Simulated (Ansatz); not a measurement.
# Calculations on Si2Ni

### Relaxation

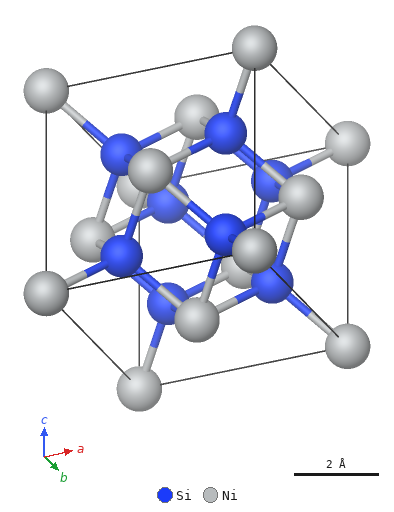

This is the input geometry for a relaxation of solid Si₂Ni (set up in Fm-3m). Style: ball-and-stick. Shown: the conventional cell (4 times the calculation's cell), from a free direction. Lengths and directions refer to the drawn axes.

Case: relaxed again under DFT PBE+D3(BJ), scalar-relativistic, plane waves, PAW.

Computed with Ansatz 0.2.0, DFT PBE+D3(BJ), scalar-relativistic, plane waves, PAW.

Input
```yaml
crystal:
  lattice:
    - [0.0, 2.7234320587, 2.7234320587]
    - [2.7234320587, 0.0, 2.7234320587]
    - [2.7234320587, 2.7234320587, 0.0]
  atoms:
    - { symbol: Si, position: [0.25, 0.25, 0.25] }
    - { symbol: Si, position: [0.75, 0.75, 0.75] }
    - { symbol: Ni, position: [0.0, 0.0, 0.0] }
basis:
  ecutwfc: 420
kpoints:
  mp_grid: { grid: [14, 14, 14] }
hamiltonian:
  xc: pbe
  dispersion: d3bj
scf:
  occupations: { method: gaussian, width: 0.1 }
output:
  forces: true
  stress: true
  eigenvalues: true
relax:
  adjacent_minimum: "off"
  f_tol: 0.005
  max_steps: 50
  cell: { stress_tol: 0.05 }
```

Launched with:
```bash
ansatz run input.yaml --threads 1 --pin off --max-ram 2560MiB --backend cpu --events-out ev --progress --plain --runs-dir out
```

**What does the optimiser find from here?**

The energy falls by 8.1 meV per atom in 3 accepted moves (4 points after the start). All forces vanish by symmetry, so only the cell relaxes. The pressure goes from −5.25 to −0.01 GPa. At 1 point the geometry stayed and the basis and grid were re-selected for the new cell (energy shift of 0.1 meV per atom at most each time). No atom moves by more than 0.005 Å relative to the cell. Cell: a = b = c 5.447 → 5.382 Å (−1.2 %). Volume −3.5 %. Among the contacts that change: Si1–Ni3 2.359 → 2.330 Å. The space group stays Fm-3m (No. 225).

After the run, drawn alike:

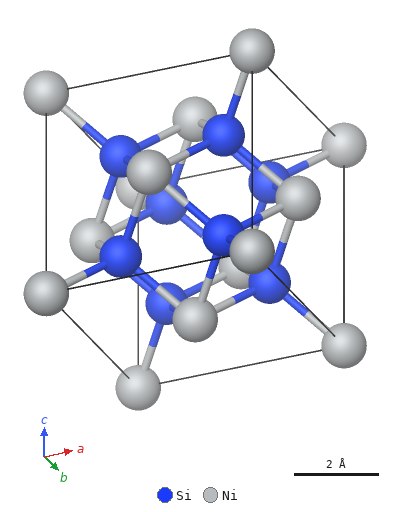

Limits of the set-up: an element that often carries a moment was run without spin polarisation.

### Relaxation

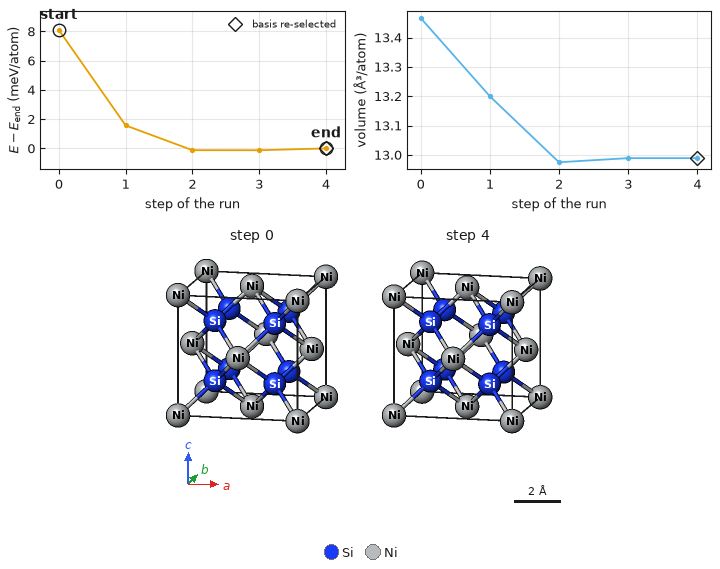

First and last geometry of a relaxation of a crystal of Si2Ni (set up in Fm-3m), with the history of the run. Style: ball-and-stick. Shown: the conventional cell (4 times the calculation's cell), slightly off an axis. Lengths and directions refer to the drawn axes.

Method: Ansatz, DFT PBE+D3(BJ), scalar-relativistic, plane waves, PAW; settings changed.

Input file:
```yaml
crystal:
  lattice:
    - [0.0, 2.7234320587, 2.7234320587]
    - [2.7234320587, 0.0, 2.7234320587]
    - [2.7234320587, 2.7234320587, 0.0]
  atoms:
    - { symbol: Si, position: [0.25, 0.25, 0.25] }
    - { symbol: Si, position: [0.75, 0.75, 0.75] }
    - { symbol: Ni, position: [0.0, 0.0, 0.0] }
basis:
  ecutwfc: 420
  precision: f64
kpoints:
  mp_grid: { grid: [14, 14, 14] }
hamiltonian:
  xc: pbe
  dispersion: d3bj
scf:
  occupations: { method: gaussian, width: 0.1 }
  mixing: { algorithm: msr1, beta: 0.7, ndim: 8 }
  eigensolver: { kind: davidson }
output:
  forces: true
  eigenvalues: true
  stress: true
relax:
  adjacent_minimum: "off"
  f_tol: 0.005
  max_steps: 50
  cell: { stress_tol: 0.05 }
accuracy: high
```

Run as
```bash
ansatz run input.yaml --threads 1 --pin off --max-ram 2560MiB --backend cpu --events-out ev --progress --plain --runs-dir out
```

What do the curves and the structures tell?

It converged. After 3 accepted moves (4 points after the start) the energy has fallen by 8.1 meV per atom. All forces vanish by symmetry, so only the cell relaxes. Pressure: −5.25 GPa at the start and −0.01 GPa at the end. The SCF was repeated once at an unchanged geometry on a basis and grid sized afresh for the cell, which shifted the energy by 0.1 meV per atom at most. No atom moves by more than 0.005 Å relative to the cell. The drawn cell changes as follows: a = b = c 5.447 → 5.382 Å (−1.2 %); the volume changes by −3.5 %. Some distances before and after: Si1–Ni3 2.359 → 2.330 Å. The space group stays Fm-3m (No. 225). Cost: 29 s on 1 thread of Arm Neoverse V1, on a shared host, peak memory 0.35 GiB.

Limits of the set-up: an element that often carries a moment was run without spin polarisation.

### A change

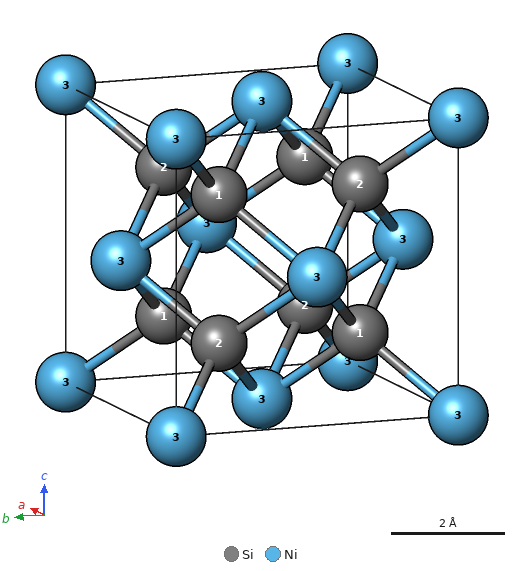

This is crystalline Si$_{2}$Ni (set up in Fm-3m). The picture is a ball-and-stick view of the conventional cell (4 times the calculation's cell), seen from a free direction. Lengths and directions refer to the drawn axes.

The calculation used Ansatz 0.2.0, DFT r2SCAN, scalar-relativistic, plane waves, PAW. (plane-wave cutoff 500 eV; k-point mesh 14 × 14 × 14; occupations gaussian; smearing width 0.1 eV; no spin polarisation)

Change: All lengths are scaled by +1.0 % (volume +3.0 %), the atoms keeping their fractional coordinates. No relaxation follows.

Question: What does the calculation give for the changed structure?

Answer: Near-neighbour distances before and after: Ni–Si 2.332 → 2.355 Å. The space group stays Fm-3m (No. 225). Energy change: +5.5 meV per atom. Pressure: 0.0 GPa before, −4.4 GPa after. All forces vanish by symmetry.

Limits of the set-up: an element that often carries a moment was run without spin polarisation.
